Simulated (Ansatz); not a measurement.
Cd$_{15}$Te$_{16}$ (cell charge −1, with a compensating background) (cell with a defect)

Input

```
crystal:
  lattice:
    - [-6.4910890995, 6.4910890995, -6.4910890995]
    - [6.4910890995, -6.4910890995, -6.4910890995]
    - [-6.4910890995, -6.4910890995, 6.4910890995]
  atoms:
    - { symbol: Cd, position: [0.7588296149, 0.2499580394, 0.9992570701] }
    - { symbol: Cd, position: [0.4999280711, 0.2499952566, 0.2499064133] }
    - { symbol: Cd, position: [0.2492528427, 0.0087070993, 0.7497660238] }
    - { symbol: Cd, position: [0.249316604, 0.2499113335, 0.5088430527] }
    - { symbol: Cd, position: [0.9999043164, 1.0085934262, 0.9991283549] }
    - { symbol: Cd, position: [0.7506584382, 0.0005256583, 0.2592339117] }
    - { symbol: Cd, position: [0.4999156789, 0.7498892136, 0.7498259259] }
    - { symbol: Cd, position: [0.5095519037, 0.0007541367, 0.5007105344] }
    - { symbol: Cd, position: [0.2411875888, 0.7405412662, 0.9912392705] }
    - { symbol: Cd, position: [-5.19124e-05, 0.7498995131, 0.2498911754] }
    - { symbol: Cd, position: [0.7588404969, 0.4992385687, 0.7499556395] }
    - { symbol: Cd, position: [0.750695568, 0.75957648, 0.5005474534] }
    - { symbol: Cd, position: [0.4903555591, 0.4910525704, 0.9910919034] }
    - { symbol: Cd, position: [0.2410021076, 0.4909436557, 0.2402157563] }
    - { symbol: Cd, position: [2.4722e-05, 0.499136756, 0.5086417589] }
    - { symbol: Te, position: [0.0007942631, 0.4778723815, 0.7500504133], spin: 0.25 }
    - { symbol: Te, position: [0.7478478847, 0.4982922584, -0.001718487] }
    - { symbol: Te, position: [0.5003727756, 0.5020446738, 0.2503751791] }
    - { symbol: Te, position: [0.2258958643, 0.2496973919, 0.7504621403], spin: 0.25 }
    - { symbol: Te, position: [0.2483661215, 0.4982221808, 0.4977655567] }
    - { symbol: Te, position: [-0.0005209631, 0.2479086615, -0.0243870094], spin: 0.25 }
    - { symbol: Te, position: [0.7515246043, 0.2498922927, 0.2494573178] }
    - { symbol: Te, position: [0.4995768489, 0.0015694119, 0.7499497174] }
    - { symbol: Te, position: [0.4995602095, 0.2499977495, 0.5015403184] }
    - { symbol: Te, position: [0.2483539683, -0.0020704546, -0.0017808457] }
    - { symbol: Te, position: [4.15271e-05, 0.0015607192, 0.2494777274] }
    - { symbol: Te, position: [0.7515253474, 0.7494312871, 0.7497724539] }
    - { symbol: Te, position: [0.7731168661, 0.0234904546, 0.5221444855], spin: 0.25 }
    - { symbol: Te, position: [0.5003038518, 0.750289857, 0.0018607355] }
    - { symbol: Te, position: [0.2520781265, 0.7503802762, 0.2504388374] }
    - { symbol: Te, position: [-7.87988e-05, 0.7494073283, 0.5014954527] }
  host:
    lattice:
      - [0.0, 3.2455445498, 3.2455445498]
      - [3.2455445498, 0.0, 3.2455445498]
      - [3.2455445498, 3.2455445498, 0.0]
    atoms:
      - { symbol: Cd, position: [0.0, 0.0, 0.0] }
      - { symbol: Te, position: [0.25, 0.25, 0.25] }
total_charge: -1
basis:
  ecutwfc: 420
  xc_grid: 2
kpoints:
  mp_grid: { grid: [2, 2, 2], shift: [0.5, 0.5, 0.5] }
hamiltonian:
  xc: pbesol
scf:
  occupations: { method: gaussian, width: 0.02 }
  lower_state_search: "off"
output:
  forces: true
  stress: false
  eigenvalues: true
  populations: true
  charged_corrections:
    defect_position: [0.0, 0.25, 0.75]
    epsilon: [[11.9721, 0.0, 0.0], [0.0, 11.9721, 0.0], [0.0, 0.0, 11.9721]]
  write_density: true
  write_potential: true
  elf: true
  volumetric_format: npy
magnetization:
  spin_polarized: true
relax:
  adjacent_minimum: "off"
  f_tol: 0.03
  max_steps: 40
```

Command:

```sh
ansatz run input.yaml --threads 8 --pin off --max-ram 16384MiB --backend cpu --events-out ev --progress --plain --runs-dir out
```

The fields are those of the run's last geometry, not of the input's.

Spin-polarised.

Level of theory: Ansatz, DFT PBEsol, scalar-relativistic, plane waves, PAW.

The density is the valence pseudo-density of a PAW calculation; it isn't the true density close to the nuclei.

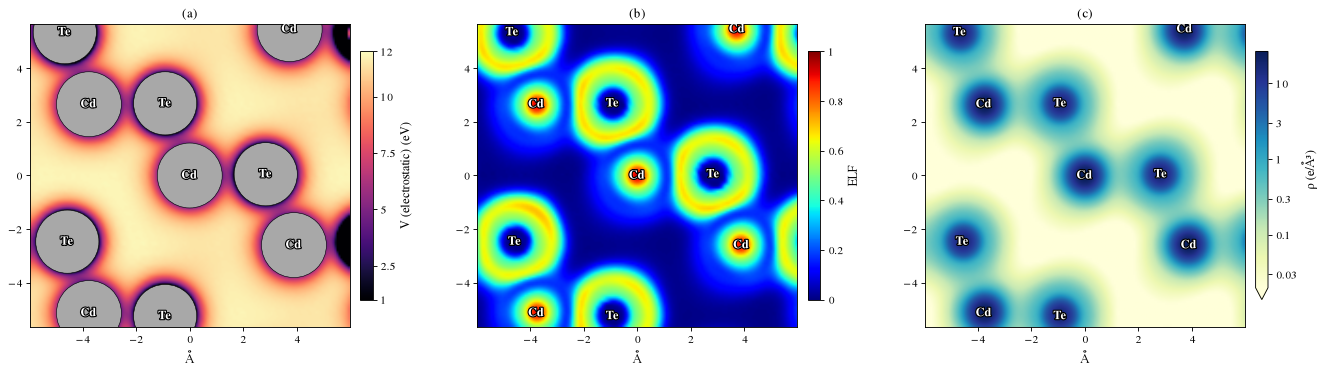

Figure 1. (a) electrostatic potential energy of an electron; (b) ELF; (c) valence electron density on the (010) plane of the calculation cell. Grey discs cover the atomic cores in the potential map.

What does the map show?

Answer. The section cuts through Cd and Te sites. Cd–Te (2.79 Å): ρ at the midpoint is about 0.36 e/Å³; the ELF is about 0.50 at the midpoint. Cd–Te (2.84 Å): ρ is about 0.33 e/Å³ halfway; the ELF peaks at about 0.65 in the valence shell of Te, 1.2 Å from its nucleus, and is about 0.50 at the midpoint. Between the atoms the lowest density in this plane is 0.006 e/Å³. The features right at Cd lie inside the PAW spheres, where the map follows smoothed inner orbitals and isn't to be read closely. Outside the cores the potential energy rises away from the atoms and is highest about 2.6 Å from the nearest atoms; its zero is arbitrary.

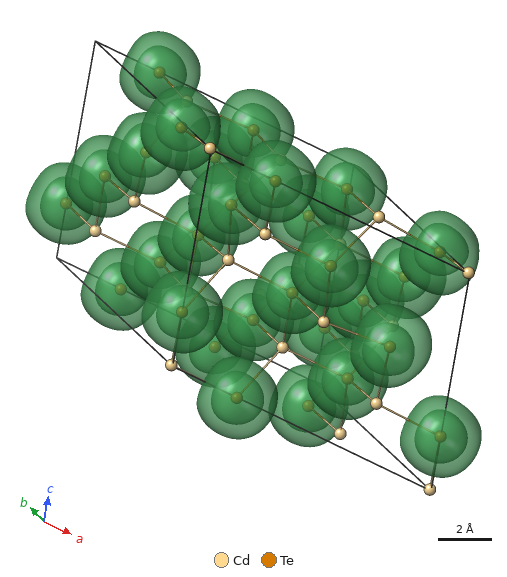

Figure 2. Isosurface of the electron localisation function at 0.55 (green), seen at an oblique angle. Only the valence region is drawn (cores and ρ < 0.01 e/Å³ removed). Sticks mark near contacts.

What do the ELF domains correspond to?

Answer. At this value the surface marks out 16 regions wrapped around Te (the valence shell of each), counted in one cell of 31 atoms. Any copies at cell faces, edges or corners count once.

Metal or insulator at this level of theory?

Answer. It is metallic or semimetallic at this level of theory: no gap opens.
